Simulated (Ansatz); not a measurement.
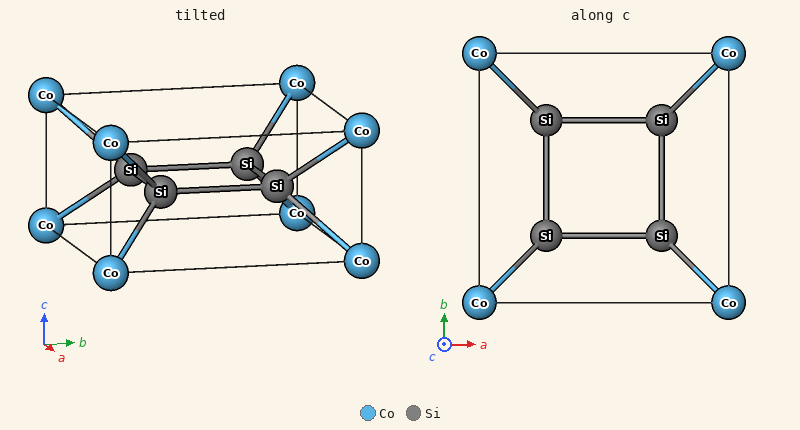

Shown here is a ball-and-stick view of the crystal, taken slightly off an axis and along the c axis. Lines trace the edges of the conventional unit cell. Cell: a = 5.16 Å, b = 5.16 Å, c = 2.64 Å, α = 90.00°, β = 90.00°, γ = 90.00°.

It goes back to a random cell made by a generator, so it need not be a real form of the compound. Earlier steps of the study may have refined or changed the cell and positions. Ansatz was used for an electronic-structure calculation on it.

Describe the arrangement of the atoms.

Chemical formula CoSi₄. Its lattice is primitive tetragonal, its space group P4/mmm (No. 123). Counting shared atoms by their share gives 1 Co, 4 Si, or 5 atoms. About every Co there are eight Si in a cubic arrangement at about 2.4 Å. The Si atoms are each bonded to two Co and two Si (about 2.4 Å to Co, 2.4 Å to Si). Not all metal-metal contacts are counted. The bonds build a three-dimensional framework.

The numbers come from DFT PBE, scalar-relativistic, plane waves, PAW (Ansatz 0.2.0), using a kinetic-energy cutoff of 420 eV, an 8×8×14 mesh of k-points, Gaussian smearing of 0.1 eV, no spin polarisation (a spin-restricted run, not always the ground state).

Metal or not?

A metal: bands cross the Fermi level.

What does a Bader analysis give?

Co -0.56 e; Si +0.14 e.

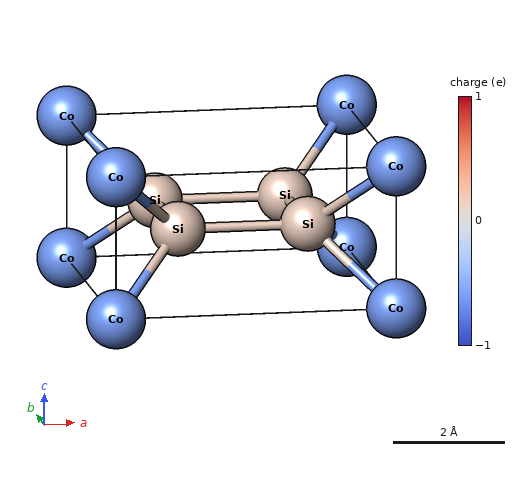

The atoms coloured by those charges. The run's cell of 5 atoms is drawn.

Do the forces and the stress vanish for this geometry?

Yes. All forces vanish to within 0.01 eV/Å. The pressure is 0.0 GPa, close to zero.
